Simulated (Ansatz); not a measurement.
Given this structure:

```cif
data_structure
_symmetry_space_group_name_H-M 'P 1'
_symmetry_Int_Tables_number 1
_cell_length_a 4.3226
_cell_length_b 4.3226
_cell_length_c 4.3226
_cell_angle_alpha 90.000
_cell_angle_beta 90.000
_cell_angle_gamma 90.000
_cell_volume 80.77
loop_
_atom_site_label
_atom_site_type_symbol
_atom_site_fract_x
_atom_site_fract_y
_atom_site_fract_z
_atom_site_occupancy
Ge1 Ge 0.00000 0.00000 0.00000 1
Ge2 Ge 0.00000 0.50000 0.50000 1
Ge3 Ge 0.50000 0.00000 0.50000 1
Ge4 Ge 0.50000 0.50000 0.00000 1
```

> Work out the structure from the coordinates.

The element is germanium. Its lattice is face-centred cubic, its space group Fm-3m (No. 225). The prototype is face-centred cubic (Cu type). The cell holds four atoms. Each Ge is bonded to twelve Ge in a cuboctahedral arrangement at 3.06 Å. The bonds build a three-dimensional framework.

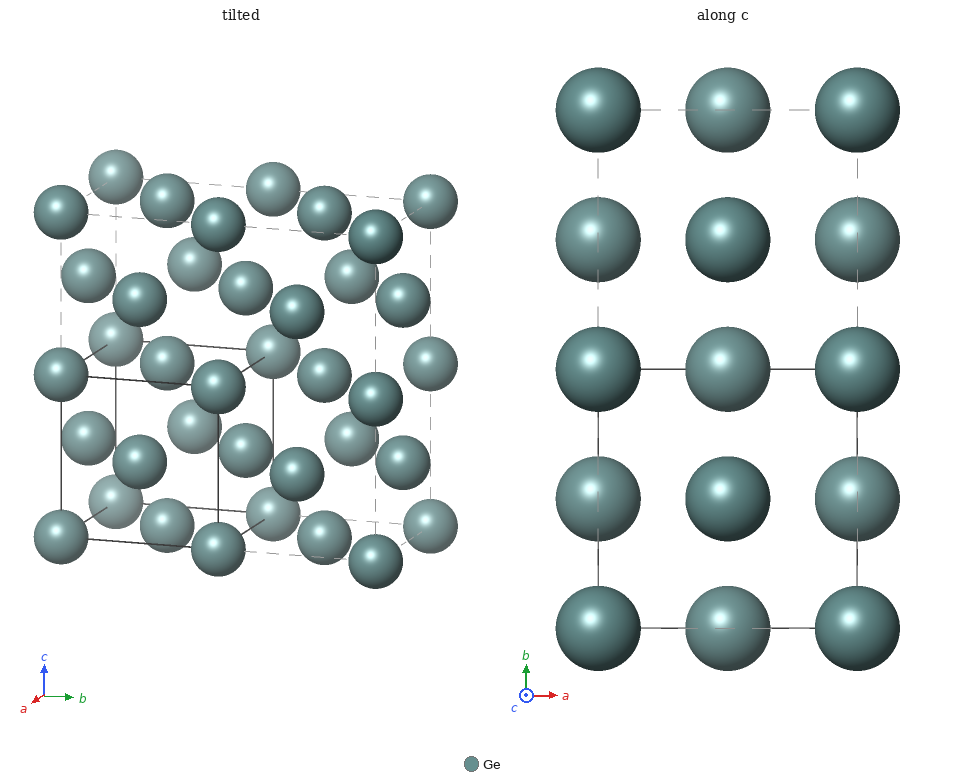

Crystal structure, spheres-only style, seen slightly off an axis and along the c axis. Solid lines give the conventional unit cell, repeated here 1×2×2 times.

Origin of the cell: a structure listed in the Materials Project. The cell was then strained or its atoms displaced on purpose. It was run through Ansatz as a DFT input.
